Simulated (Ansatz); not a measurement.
Cell and atoms:

```xyz
16
Lattice="3.8155 0.0000 0.0000 0.0000 3.8155 0.0000 0.0000 0.0000 17.3580" Properties=species:S:1:pos:R:3 pbc="T T T"
Ti    0.0000    0.0000   16.0387
Ti    1.9078    1.9078   11.7617
Ti    0.0000    0.0000    7.4847
Ti    1.9078    1.9078    3.2077
Al    0.0000    0.0000    3.2077
Al    1.9078    1.9078   16.0387
Al    0.0000    0.0000   11.7617
Al    1.9078    1.9078    7.4847
Al    1.9078    0.0000    5.3462
Al    0.0000    1.9078    1.0692
Al    1.9078    0.0000   13.9002
Al    0.0000    1.9078    9.6232
Al    0.0000    1.9078    5.3462
Al    1.9078    0.0000    1.0692
Al    0.0000    1.9078   13.9002
Al    1.9078    0.0000    9.6232
```

What would you see if this were drawn?

The structure is one of TiAl3. The lattice is primitive tetragonal and the space group P4mm (No. 99). There are 16 atoms in the cell: 4 Ti, 12 Al. By contacts within bonding range, the coordination numbers are Ti 12 and Al 8 to 12 (mean 11.3).

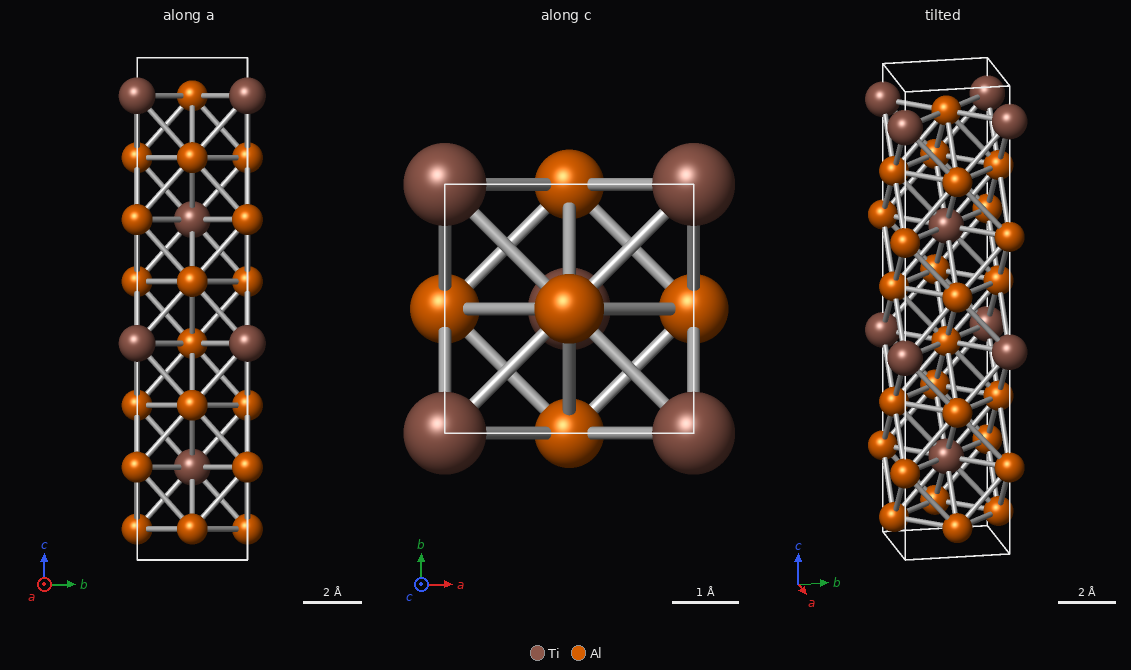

We look at a ball-and-stick model of the crystal along the a axis, along the c axis and slightly off an axis. The wireframe shows the conventional unit cell. Colours: titanium brown, aluminium orange.

The initial geometry was a structure listed in the Materials Project. The cell was then strained or its atoms displaced on purpose. An electronic-structure calculation with Ansatz was run on it.

At this level of theory the run's own cell isn't at rest (forces up to 0.9 eV/Å), so its distances can differ from those at equilibrium, the more so the softer the solid.
